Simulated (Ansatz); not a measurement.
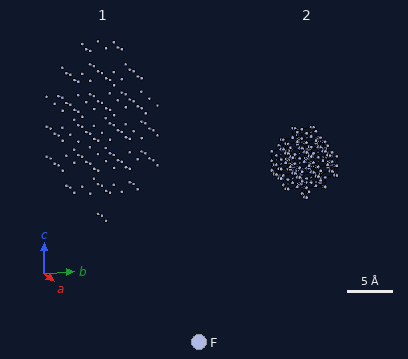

Two geometries of a crystal of F (a generated structure, set up in I4_1/amd) (coarse preliminary run), drawn at one scale. One is the start of a relaxation, the other its converged end. The picture is a ball-and-stick view of the atoms within 4.2 Å of the atom that moves most (axes of the conventional cell (2 times the calculation's cell)), seen slightly off an axis. Lengths and directions refer to the drawn axes.

All numbers below come from DFT PBE, scalar-relativistic, plane waves, PAW (Ansatz). Settings: plane-wave cutoff 420 eV; k-point mesh 10 × 10 × 10; occupations gaussian; smearing width 0.1 eV; no spin polarisation; cell and atoms relaxed; force threshold 0.04 eV/Å; at most 70 steps.

Question: Which one is relaxed?

Answer: Structure 1 is the relaxed one. The energy falls by 38986 meV per atom in 47 accepted moves (62 points after the start). Largest force component: 68 eV/Å at the start, under 0.0001 eV/Å at the end. Pressure: 5215.49 GPa at the start and 0.11 GPa at the end. The line search rejected the trial steps at points 38, 47, 56 of the run. At 12 points the geometry stayed and the basis and grid were re-selected for the new cell (energy shift of 2952 meV per atom at most each time). The largest moves relative to the cell, 0.68 Å, are those of F atoms. The drawn cell changes as follows: a = b 2.147 → 3.650 Å (+70.0 %), c 5.178 → 12.921 Å (+149.6 %); the volume changes by +621.3 %. Near-neighbour distances that change, for instance: F–F 1.407 → 4.062 Å, F–F 1.102 → 3.430 Å, F–F 1.566 → 2.612 Å, F–F 1.091 → 1.836 Å. Bonds break: F–F (1.09 → 1.84 Å), F–F (1.10 → 3.43 Å). The space group stays I4_1/amd (No. 141). Cost: 15 min on 1 thread of Arm Neoverse N1, with other jobs on the host, peak memory 0.51 GiB.
